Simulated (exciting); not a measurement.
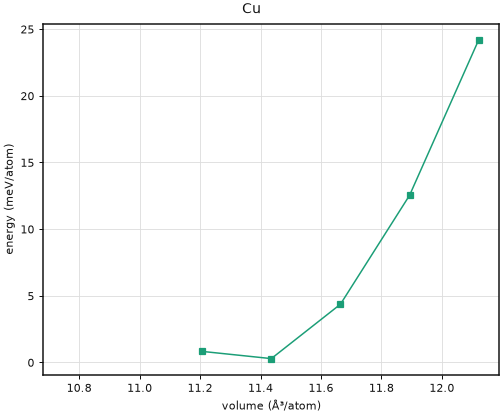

The picture above shows the energy against volume for Cu, space group P6_3/mmc (No. 194).

Structure:
```
Cu
1.0
     2.53410    0.00000    0.00000
    -1.26705    2.19459    0.00000
     0.00000    0.00000    4.11257
Cu
2
Cartesian
  1.2670 0.7315 3.0844
  0.0000 1.4631 1.0281
```

Method: all-electron LAPW DFT, no spin polarisation; energies at scaled volumes of the given cell, shape and fractions fixed, counted from the fit's minimum, third-order Birch-Murnaghan fit (exciting sodium). Level: PBEsol.

k mesh 12×12×7; occupations Fermi–Dirac; smearing width 0.05 eV; potentials all electron LAPW+lo, shipped species files; program settings rgkmax 9.

The points at volume 10.75 Å³/atom and 10.98 Å³/atom are left out of the plot. What values does the calculation give there?

```json
{"volume (Å³/atom)": "10.75", "energy (meV/atom)": "17.80"}
{"volume (Å³/atom)": "10.98", "energy (meV/atom)": "6.69"}
```

Note: shape and atomic fractions are frozen while scaling, which makes layered, chain and framework solids too stiff.
